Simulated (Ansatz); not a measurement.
Geometry relaxation of Ta6H2C7 (part 2 of 3)

The same run, continued: Ta6H2C7 (slab, 30 atoms in the cell); DFT PBE+D3(BJ), scalar-relativistic, plane waves, PAW, no spin polarisation (Ansatz 0.2.0); cutoff 420 eV, 4×4×1 k-mesh, Gaussian smearing of 0.1 eV. The structure derives from an entry of the Crystallography Open Database. The input holds or restrains some coordinates. Forces given for the steps count only the free coordinates. It belongs to a series of runs on one base structure; here: 1 C2H4 a cell, flat, over a hollow Ta-Ta-Ta site.

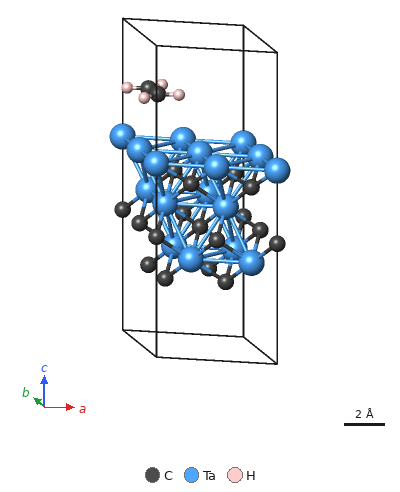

Figure 1. The geometry at step 1 of the log (ball-and-stick view of the cell of the calculation, with the vacuum cut short, seen slightly off an axis).

```
WARN: The output density's exchange-correlation potential varies sharply where the density is thin. Do not read a vacuum level from v_tot or v_xc, or from such a field of the output density. On a cell that repeats whose density bears no net charge and no dipole along the vacuum's axis use v_es (v_loc + v_h of the components); under efield.dipole_correction with no amplitude use v_es + v_field, which holds any external_charges[].barrier, or the levels of the report's work_function block, which leave it out; under a non-zero efield.amplitude the vacuum is tilted and has no level; on a cell that repeats and bears such a dipole with no correction it is tilted too, and efield.dipole_correction with no amplitude gives each side of its ramp a level where efield: is served; in a cell that repeats whose density bears a net charge (total_charge, or a fill off its count) it is curved and has none; of a slab under crystal.periodic whose density bears no net charge use v_es, which has a level on each side, short of where the two are joined; of another it falls or rises all the way out and has none; of a slab beside external_charges read slab_vacuum_level instead, which it has where they leave it neutral. The grid or the basis barely resolves most such structure, and the values can differ between equally converged runs; as a rule a tighter scf.convergence.dr2_threshold does not remove it. Where the density itself ripples (under the LDA too) a higher basis.ecutwfc lessens it. The files hold the spikes' plane waves up to the density's cutoff. Files: v_tot_of_output_density and the like, and their columns of v_z.tsv (output.write_potential); v_xc_of_output_density and the like, and their columns of v_comp_z.tsv (output.write_potential_components). Measured: with its Gaussian average of σ = 0.25 Å subtracted twice, the exchange-correlation potential is over 0.1 eV at 63 of the grid points where the equally averaged density (valence and model cores) is under 1e-3 e/Å³, and 0.235 eV at the most among them, at an averaged density of 6.9e-4 e/Å³. The input density's (outcome.potential() and, of a run that writes arrays, v_tot and v_xc) is over 0.1 eV, so measured, at 61 points of its own thin density, 0.235 eV at the most. See output.write_potential in the manual, Limitations
SCF converged after 7 iterations
Free energy (F): -122768.344105 eV
Harris-Foulkes:  -122768.344105 eV  (|F-HF|=7.26e-9)
Internal energy: -122768.259877 eV  (E = F + TS)
E sigma→0 (E₀):  -122768.301991 eV
Entropy (-TS):   -0.084228 eV (-2.808 meV/atom)
Fermi energy:    2.990840 eV
Dipole field:    D = 0.118606 V/Å  (p = 0.547544 e·Å, saw-weighted, corrected)
Work function:   Φ+ = 3.8937 eV   Φ− = 6.7895 eV
Levels:          The Fermi level and band energies are counted from a zero that moves with the ramp; work functions are not
--- Per-component energies (eV) ---
  E_band       = -4131.278892
  E_kinetic    = 5666.495512
  E_local      = -226011.010408  (includes V_loc(G=0)·N_el)
  E_nonlocal   = 556.531830
  E_hartree    = 110205.427883
  E_xc         = -3327.184382
  E_vxc        = -3324.286489  (∫ρ·V_xc dr)
  E_paw        = -102146.882246  (= ΣΔE_a)
  E_vpaw       = -1449.057283  (= ΣTr[D̂ρ^β])
  E_aug_tail   = -0.003361  (compensation charges beyond the density's cutoff)
  E_efield     = 0.032471  (sawtooth field / dipole correction)
  E_vefield    = 19.195572  (∫n·V_field dr)
  E_ewald      = 92296.770236
  E_disp       = -8.437413  (pairwise vdW)
  E_smearing   = -0.084228  (= −TS)
  E_closure    = -0.000000  (closes the sum)
  Σ components = -122768.344105   (vs F -122768.344105, Δ=0.00e0)
--- Forces (eV/Å), atoms counted from 1 ---
  atom   1  C      0.04013777     0.01205886     2.73854380
  atom   2  C      0.00019073     0.00949691     2.68750559
  atom   3  C     -0.03987035     0.01212609     2.73950605
  atom   4  C      0.00104195    -0.00684498     2.71425515
  atom   5  Ta    -0.00038140     0.09117618    -3.39419554
  atom   6  Ta     0.00773271    -0.03929130    -3.33362633
  atom   7  Ta    -0.00056677     0.02545691    -3.41318830
  atom   8  Ta    -0.00846782    -0.03844026    -3.33156869
  atom   9  C      0.00231660    -0.07002797     0.57258533
  atom  10  C     -0.00604042     0.01803273     0.67634030
  atom  11  C      0.00166119    -0.03129308     0.67318780
  atom  12  C      0.01085333     0.01781320     0.67858248
  atom  13  Ta    -0.00672910    -0.00263657    -0.00720636
  atom  14  Ta     0.00051760    -0.00139144    -0.00117112
  atom  15  Ta     0.00879101    -0.00076316    -0.00129771
  atom  16  Ta    -0.00033705     0.00414613     0.00363377
  atom  17  C      0.00557649    -0.00365844     0.00032427
  atom  18  C      0.00023637    -0.00189888     0.00287449
  atom  19  C      0.00230359    -0.00167889    -0.00054052
  atom  20  C     -0.00105058    -0.00024019     0.00696478
  atom  21  Ta    -0.00478696    -0.00210923    -0.00621578
  atom  22  Ta     0.00163048     0.00542392     0.00163224
  atom  23  Ta    -0.00367346    -0.00662854    -0.00532377
  atom  24  Ta     0.00107940     0.00120796     0.00231620
  atom  25  C      0.00182430     0.01301642     0.03325274
  atom  26  C     -0.00026911     0.00476670    -0.01227044
  atom  27  H     -0.00445914     0.00038419    -0.01488976
  atom  28  H      0.00023703    -0.00297453    -0.01452483
  atom  29  H     -0.00054821    -0.00301442     0.00243998
  atom  30  H     -0.00897408    -0.00221551     0.00214902
  max |Σ_I F_I| component: 7.49e-5 eV/Å
--- Band table (eV; the first three rows and the last of 10) ---
  k-point 0: bands = ["-65.4546", "-65.4280", "-65.4259", "-65.3757", "-65.1842", "-65.1630", "-65.1547", "-64.9457", "-64.7203", "-64.6921", "-64.6865", "-64.6841", "-32.3949", "-32.3689", "-32.3499", "-32.2706", "-32.1330", "-32.1187", "-32.1151", "-31.9286", "-31.9254", "-31.9182", "-31.9072", "-31.8427", "-31.8384", "-31.8111", "-31.7805", "-31.7745", "-31.7692", "-31.7539", "-31.5948", "-31.5742", "-31.5707", "-31.5649", "-31.5300", "-31.4716", "-31.4567", "-31.3832", "-31.3566", "-31.2850", "-31.2206", "-31.2141", "-31.2108", "-31.1668", "-31.1664", "-31.1654", "-31.0404", "-31.0404", "-12.4084", "-10.8238", "-9.1282", "-9.0778", "-9.0739", "-9.0188", "-8.1658", "-7.9681", "-7.9624", "-7.8156", "-6.6588", "-5.7127", "-5.7021", "-5.6939", "-5.3474", "-4.6639", "-4.5678", "-4.3793", "-4.1804", "-3.8868", "-2.6428", "-2.5834", "-2.4811", "-2.2373", "-2.0307", "-1.8760", "-1.8674", "-1.7311", "-1.7294", "-1.6725", "-1.6718", "-1.6028", "-1.5876", "-1.2707", "-1.1606", "-1.1586", "-0.9273", "-0.7843", "-0.7724", "-0.5727", "-0.1170", "-0.1145", "-0.0817", "-0.0244", "0.0071", "1.0415", "1.1723", "1.1726", "1.1843", "1.3904", "2.2256", "2.2296", "2.4442", "2.6235", "2.6268", "2.8880", "2.9312", "2.9341", "2.9418", "3.0949", "3.2559", "3.2891", "3.6559", "3.7975", "4.0838", "4.0966", "4.2760", "4.4844", "4.4998", "4.9627", "5.2907", "5.5150", "5.6018", "5.6705", "5.6916", "5.8015", "5.8761", "5.9205", "6.0254", "6.1139", "6.1864", "6.3005", "6.3432", "6.5094", "6.6351", "6.7605", "6.7769", "7.0279", "7.0438", "7.1273"]
  k-point 1: bands = ["-65.4506", "-65.4291", "-65.4280", "-65.3764", "-65.1810", "-65.1657", "-65.1549", "-64.9460", "-64.7158", "-64.6947", "-64.6865", "-64.6859", "-32.3417", "-32.3240", "-32.2858", "-32.2451", "-32.1306", "-32.1106", "-32.1034", "-31.9809", "-31.9706", "-31.9031", "-31.8990", "-31.8750", "-31.8132", "-31.8083", "-31.7972", "-31.7829", "-31.7603", "-31.7381", "-31.6065", "-31.5634", "-31.5329", "-31.5293", "-31.5003", "-31.4916", "-31.4841", "-31.4266", "-31.3659", "-31.2746", "-31.2273", "-31.2154", "-31.2151", "-31.2100", "-31.2096", "-31.1479", "-31.1228", "-31.0590", "-12.3832", "-10.5066", "-9.1021", "-8.9720", "-8.9137", "-8.8786", "-8.3836", "-8.1148", "-8.0816", "-7.9283", "-6.5971", "-6.0690", "-5.7966", "-5.7931", "-5.3252", "-4.3182", "-4.0536", "-4.0330", "-3.9476", "-3.6951", "-2.6253", "-2.6037", "-2.5237", "-2.2848", "-2.2013", "-1.8919", "-1.8088", "-1.7917", "-1.6093", "-1.5867", "-1.5641", "-1.5094", "-1.4725", "-1.2790", "-1.2512", "-1.2076", "-1.1574", "-1.1106", "-0.9027", "-0.6530", "-0.4495", "-0.1400", "-0.0768", "0.0433", "0.1209", "0.9840", "1.0582", "1.1786", "1.4119", "1.4958", "1.7298", "2.0236", "2.0956", "2.2661", "2.3284", "2.4178", "2.7579", "2.7902", "2.7971", "3.0671", "3.0897", "3.1875", "3.4914", "3.9274", "4.0620", "4.3756", "4.4532", "4.7279", "4.7309", "4.8710", "5.1453", "5.3917", "5.4639", "5.4897", "5.5993", "5.6776", "5.7299", "5.7540", "5.8771", "5.9286", "6.2660", "6.2806", "6.4607", "6.4753", "6.6108", "6.6282", "6.6781", "6.6888", "6.8215", "7.1014"]
  k-point 2: bands = ["-65.4445", "-65.4346", "-65.4280", "-65.3772", "-65.1748", "-65.1716", "-65.1550", "-64.9462", "-64.7070", "-64.7024", "-64.6871", "-64.6865", "-32.2774", "-32.2596", "-32.2019", "-32.1830", "-32.1002", "-32.0965", "-32.0885", "-32.0845", "-32.0582", "-32.0062", "-31.8734", "-31.8603", "-31.8391", "-31.7939", "-31.7686", "-31.7488", "-31.7307", "-31.6663", "-31.6453", "-31.6424", "-31.5828", "-31.5074", "-31.4746", "-31.4732", "-31.4382", "-31.3758", "-31.3182", "-31.3166", "-31.2735", "-31.2732", "-31.2517", "-31.2467", "-31.2142", "-31.2127", "-31.1052", "-31.1023", "-12.3593", "-9.7115", "-9.7017", "-8.7389", "-8.6920", "-8.6542", "-8.6319", "-8.2970", "-8.2834", "-7.9924", "-6.4472", "-6.4389", "-5.8764", "-5.8688", "-5.3035", "-4.0238", "-3.5797", "-3.4990", "-3.4187", "-3.3159", "-2.7408", "-2.6796", "-2.6517", "-2.5779", "-2.1287", "-2.0993", "-1.9772", "-1.8314", "-1.7740", "-1.5939", "-1.5643", "-1.4884", "-1.4618", "-1.4122", "-1.3356", "-1.3135", "-1.1679", "-1.1431", "-0.9679", "-0.7891", "-0.2164", "-0.1635", "0.1175", "0.1395", "0.1478", "0.2076", "1.0143", "1.1941", "1.2675", "1.8266", "1.8879", "1.9385", "1.9615", "2.0213", "2.1716", "2.2620", "2.4778", "2.4808", "2.6654", "2.7873", "2.9365", "2.9889", "3.6614", "3.9290", "3.9454", "4.1549", "4.2744", "4.3564", "4.6396", "4.7635", "4.8412", "5.0270", "5.0736", "5.2200", "5.4779", "5.5291", "5.7930", "5.9007", "6.0965", "6.2748", "6.2966", "6.3104", "6.4084", "6.4145", "6.5625", "6.7921", "7.0387", "7.0665", "7.1264", "7.1806"]
  k-point 9: bands = ["-65.4432", "-65.4375", "-65.4263", "-65.3773", "-65.1788", "-65.1632", "-65.1594", "-64.9462", "-64.7077", "-64.7010", "-64.6896", "-64.6846", "-32.2879", "-32.2466", "-32.2115", "-32.1675", "-32.0980", "-32.0956", "-32.0877", "-32.0786", "-32.0466", "-32.0304", "-31.8656", "-31.8470", "-31.8274", "-31.7997", "-31.7912", "-31.7724", "-31.7431", "-31.7081", "-31.6520", "-31.6193", "-31.5326", "-31.4778", "-31.4700", "-31.4606", "-31.4513", "-31.4088", "-31.3192", "-31.3150", "-31.2752", "-31.2718", "-31.2532", "-31.2448", "-31.2166", "-31.2104", "-31.1075", "-31.1002", "-12.3660", "-9.7113", "-9.6821", "-8.7060", "-8.6820", "-8.6617", "-8.5837", "-8.2956", "-8.2798", "-8.1112", "-6.4470", "-6.4404", "-5.8754", "-5.8697", "-5.2453", "-4.1131", "-3.5753", "-3.4623", "-3.3652", "-3.3361", "-2.8277", "-2.7175", "-2.6018", "-2.5375", "-2.2697", "-2.0097", "-1.9595", "-1.8301", "-1.7752", "-1.5897", "-1.5634", "-1.4828", "-1.4764", "-1.4323", "-1.3285", "-1.2543", "-1.1876", "-1.1405", "-0.9602", "-0.8383", "-0.2325", "-0.1449", "0.1204", "0.1403", "0.1449", "0.1996", "0.8607", "1.1930", "1.3016", "1.7482", "1.9298", "1.9720", "2.0331", "2.1331", "2.2186", "2.2850", "2.4782", "2.4810", "2.6900", "2.7538", "2.9367", "3.0226", "3.6753", "3.9136", "4.0800", "4.1893", "4.3138", "4.4062", "4.5045", "4.6496", "4.7764", "4.9745", "5.0736", "5.2426", "5.5129", "5.6947", "5.8081", "5.9228", "6.0997", "6.2295", "6.2836", "6.3324", "6.3710", "6.5262", "6.6034", "6.8284", "6.9736", "7.0575", "7.0784", "7.2165"]
--- Relaxed structure (16 steps of the walk, 16 accepted, 0 SCFs on fresh bases) ---
  F+E_penalty+E_count = -122768.34410533 eV   max|allowed force component| = 3.325e-2 eV/Å
  atoms:
    - { symbol: C, position: [0.1666666667, 0.3333333333, 0.3276656159] }
    - { symbol: C, position: [0.16666666670000002, 0.8333333333000001, 0.3276656159] }
    - { symbol: C, position: [0.6666666667, 0.3333333333, 0.3276656159] }
    - { symbol: C, position: [0.6666666667000001, 0.8333333333000001, 0.3276656159] }
    - { symbol: Ta, position: [0.33333333330000003, 0.16666666670000002, 0.3802160887] }
    - { symbol: Ta, position: [0.3333333333, 0.6666666667, 0.3802160887] }
    - { symbol: Ta, position: [0.8333333333000001, 0.16666666670000002, 0.3802160887] }
    - { symbol: Ta, position: [0.8333333333000001, 0.6666666667, 0.3802160887] }
    - { symbol: C, position: [0.5, 0.5, 0.4327665616] }
    - { symbol: C, position: [0.5, 0.0, 0.4327665616] }
    - { symbol: C, position: [0.0, 0.5, 0.4327665616] }
    - { symbol: C, position: [0.0, 0.0, 0.4327665616] }
    - { symbol: Ta, position: [0.6670625280517749, 0.33205635101633124, 0.48682193275777574] }
    - { symbol: Ta, position: [0.666940237296026, 0.8339439637570102, 0.48676145798608494] }
    - { symbol: Ta, position: [0.1650398513999517, 0.3320283742320659, 0.4868092254520405] }
    - { symbol: Ta, position: [0.16691536590218695, 0.8337388569187503, 0.4863297986819833] }
    - { symbol: C, position: [0.8334004729124936, 0.6660081841383731, 0.5396021535201497] }
    - { symbol: C, position: [0.8333366678341063, 0.16634881246573072, 0.5396913543076834] }
    - { symbol: C, position: [0.33267431585095364, 0.6659861691104655, 0.5396105546199796] }
    - { symbol: C, position: [0.3336033005680127, 0.1671787343780972, 0.5398017757649705] }
    - { symbol: Ta, position: [0.002508099519909157, 0.5043405644291596, 0.5903763589840696] }
    - { symbol: Ta, position: [0.0017719440947164798, -0.003019079631342452, 0.5878754129077147] }
    - { symbol: Ta, position: [0.50189040298658, 0.5033762489663246, 0.5869210409417956] }
    - { symbol: Ta, position: [0.49565213113313555, -0.0026457005825270595, 0.587822990933858] }
    - { symbol: C, position: [0.16882617867695132, 0.8363882933267452, 0.6548230404388345] }
    - { symbol: C, position: [0.0488291996737204, 0.5926039067202943, 0.6815348688062471] }
    - { symbol: H, position: [0.0775428449881711, 0.9480612630305556, 0.6690265815606777] }
    - { symbol: H, position: [0.3723294908879351, 0.949752104351173, 0.6687706412654292] }
    - { symbol: H, position: [0.17072393317234857, 0.5449393276626647, 0.7034410699067437] }
    - { symbol: H, position: [-0.12046693483749371, 0.5421171239574054, 0.7038415461498492] }
```

**Trajectory as extended XYZ (Å, eV, eV/Å), 7 of the 16 frames kept, from step=1 to step=16**
```
30
Lattice="6.2855 0.0000 0.0000 -3.1428 5.4434 0.0000 0.0000 0.0000 24.4151" Properties=species:S:1:pos:R:3:forces:R:3 step=1 energy=-122766.60013
C     0.0000    1.8145    8.0000    0.0159   0.0035   2.7007
C    -1.5714    4.5362    8.0000   -0.0019   0.0042   2.6500
C     3.1428    1.8145    8.0000   -0.0098  -0.0011   2.6841
C     1.5714    4.5362    8.0000    0.0031  -0.0083   2.7164
Ta    1.5714    0.9072    9.2830   -0.0173  -0.0258  -3.3570
Ta    0.0000    3.6289    9.2830   -0.0159  -0.0006  -3.3645
Ta    4.7141    0.9072    9.2830    0.0034  -0.0089  -3.3553
Ta    3.1428    3.6289    9.2830    0.0225   0.0259  -3.3425
C     1.5714    2.7217   10.5661   -0.0020  -0.0047   0.7009
C     3.1428    0.0000   10.5661    0.0075  -0.0179   0.7118
C    -1.5714    2.7217   10.5661    0.0087   0.0045   0.7025
C     0.0000    0.0000   10.5661   -0.0071   0.0102   0.7218
Ta    3.1428    1.8145   11.8828   -0.0670   0.0333   0.0513
Ta    1.5714    4.5362   11.8828   -0.0340  -0.0739  -0.0282
Ta    0.0000    1.8145   11.8828    0.0500   0.0576  -0.0189
Ta   -1.5714    4.5362   11.8828    0.0326  -0.0074  -0.1320
C     3.1428    3.6289   13.1943   -0.0728   0.0294  -0.0955
C     4.7141    0.9072   13.1943   -0.0678   0.0072  -0.0416
C     0.0000    3.6289   13.1943   -0.0027  -0.0053  -0.0370
C     1.5714    0.9072   13.1943    0.0020   0.0175  -0.0981
Ta   -1.5714    2.7217   14.3509    0.0662   0.1100   0.7911
Ta    0.0000    0.0000   14.3509   -0.1386   0.0186   0.0486
Ta    1.5714    2.7217   14.3509    0.0426  -0.0244  -0.1978
Ta    3.1428    0.0000   14.3509    0.0375   0.0049   0.2184
C    -1.5714    4.5362   17.1309   -0.5998   1.0915  -0.7303
C    -0.8082    3.4457   17.1309    0.8627  -1.1409  -0.4984
H    -2.6529    4.4464   17.1309   -0.3345   0.1790   0.0811
H    -1.1167    5.5215   17.1309   -0.0731   0.3644   0.1712
H     0.2732    3.5355   17.1309    0.2260  -0.1951   0.2477
H    -1.2629    2.4603   17.1309    0.0639  -0.4477   0.0982
```
